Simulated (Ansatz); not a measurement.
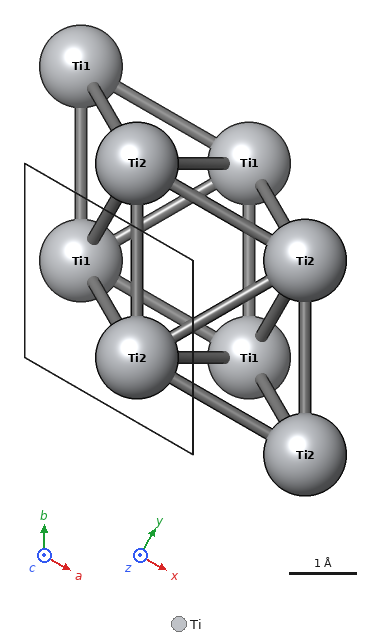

Solid Ti (P6_3/mmc): the cell is strained along x and oppositely along y, with the atoms kept at their fractional coordinates. x, y and z are the Cartesian axes of the input. The picture shows the reference cell. A ball-and-stick model of the cell of the calculation, repeated 2 × 2 × 1 with one cell outlined, seen along the c axis.

All numbers below come from Ansatz, DFT PBE, scalar-relativistic, plane waves, PAW. (plane-wave cutoff 420 eV; k-point mesh 24 × 24 × 14; occupations gaussian; smearing width 0.15 eV; no spin polarisation). Energies (free energies at the smearing named) are counted from the relaxed crystal.

```
CELL_PARAMETERS angstrom
2.93846 0.00000 0.00000
-1.46923 2.54478 0.00000
0.00000 0.00000 4.65063
ATOMIC_POSITIONS crystal
Ti 0.33333 0.66667 0.25000
Ti 0.66667 0.33333 0.75000
```

Predict the energy profile (the strain: −0.020, −0.015, −0.010, −0.005, 0.000, 0.005, 0.010, 0.015, 0.020).

Answer.
```tsv
strain	ΔE (meV/atom)
−0.020	5.66
−0.015	3.18
−0.010	1.41
−0.005	0.35
0.000	0.00
0.005	0.35
0.010	1.39
0.015	3.11
0.020	5.48
```

The lowest computed point lies at the strain 0.00 (0.00 meV/atom). The end points stand at 5.66 meV/atom (−0.02) and 5.48 meV/atom (0.02). The curvature at zero strain, (1/V) d²E/dε², is about 260 GPa; it is C₁₁ + C₂₂ − 2C₁₂ with clamped ions. The distortion takes the space group from P6_3/mmc to Cmcm. At the strain −0.02 the cell of the drawing goes a 2.938 → 2.880 Å, b 2.938 → 2.968 Å, γ 120.0° → 119.0°.

As a plot:

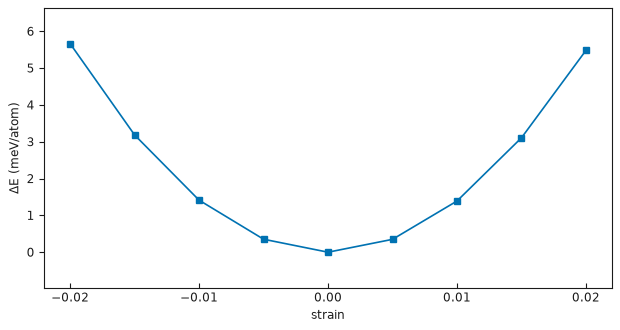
